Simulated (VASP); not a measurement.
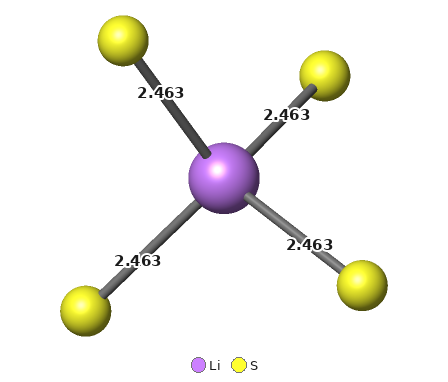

The surroundings of site Li1 (at 0.250, 0.250, 0.750) in Li2S (Fm-3m), with bond lengths in Å.

Origin of the cell: an entry of the Crystallography Open Database, as set up for an electronic-structure calculation.

```
S Li
1.0
     5.68900    0.00000    0.00000
     0.00000    5.68900    0.00000
     0.00000    0.00000    5.68900
S Li
4 8
Direct
  0.00000 0.00000 0.00000
  0.00000 0.50000 0.50000
  0.50000 0.00000 0.50000
  0.50000 0.50000 0.00000
  0.25000 0.25000 0.75000
  0.25000 0.75000 0.75000
  0.25000 0.75000 0.25000
  0.25000 0.25000 0.25000
  0.75000 0.25000 0.25000
  0.75000 0.75000 0.25000
  0.75000 0.75000 0.75000
  0.75000 0.25000 0.75000
```

Bond valence s = exp((R0 − d)/b), R0 fitted to published crystal structures with b = 0.37 Å; R0 in Å: Li+–S 1.950.

> Calculate the bond-valence sum of Li1 from the bonds drawn.

4 × 0.250 = 1.00 v.u., against a formal valence of 1: a close match.

> And over the whole structure?

| site | x, y, z | formal valence | bond-valence sum | difference |
| --- | --- | --- | --- | --- |
| S1 | 0.000, 0.000, 0.000 | −2 | 2.01 | 0.01 |
| Li1 | 0.250, 0.250, 0.750 | +1 | 1.01 | 0.01 |

These sums include all anions within 5 Å. The global instability index (root mean square of the differences over all atoms) is 0.01 v.u.: little strain. The cell was not relaxed for this table, and a volume that is off by a few per cent shifts all sums together.
